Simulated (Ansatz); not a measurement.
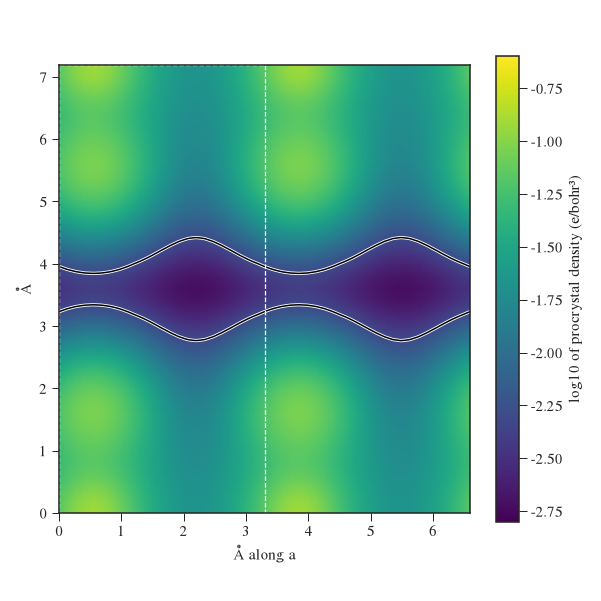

Procrystal electron density of WSe2 (P-6m2, No. 187), computed on the section y = 0.333 (parallel to a and c; the dashed line is one cell). It is the sum of the densities of spherically averaged neutral Hartree-Fock atoms, not a self-consistent density. The black line is the 0.005 e/bohr³ contour that bounds the voids. From Rb on the atoms have core potentials, so only their outer electrons count. The usual level for crystal voids is 0.002 e/bohr³; this crystal has almost no region below it, so a higher level is used, which marks the interstitial space of lowest density.

Origin of the cell: the end point of a relaxation with DFT, r2SCAN+rVV10, plane waves, PAW in Ansatz.

```cif
data_structure
_symmetry_space_group_name_H-M 'P 1'
_symmetry_Int_Tables_number 1
_cell_length_a 3.2972
_cell_length_b 3.2972
_cell_length_c 7.1843
_cell_angle_alpha 90.000
_cell_angle_beta 90.000
_cell_angle_gamma 120.000
_cell_volume 67.64
loop_
_atom_site_label
_atom_site_type_symbol
_atom_site_fract_x
_atom_site_fract_y
_atom_site_fract_z
_atom_site_occupancy
W1 W 0.00000 0.00000 0.00000 1
Se1 Se 0.33333 0.66667 0.23192 1
Se2 Se 0.33333 0.66667 0.76808 1
```

> What share of the cell is void by this measure?

The voids take about 11 % of the cell (7.7 Å³ of 67.6 Å³) and are bounded by about 19 Å² of surface per cell.

> Are the voids connected in the whole crystal?

Where they connect, they form a two-dimensional network in layers parallel to (001).

> How low does the density fall, and where?

To about 0.0019 e/bohr³ near 0.67, 0.33, 0.50 (fractional), 2.7 Å from the nearest nucleus.

> At what density do the voids first join through the crystal?

At about 0.0023 e/bohr³, as a two-dimensional network in layers parallel to (001).
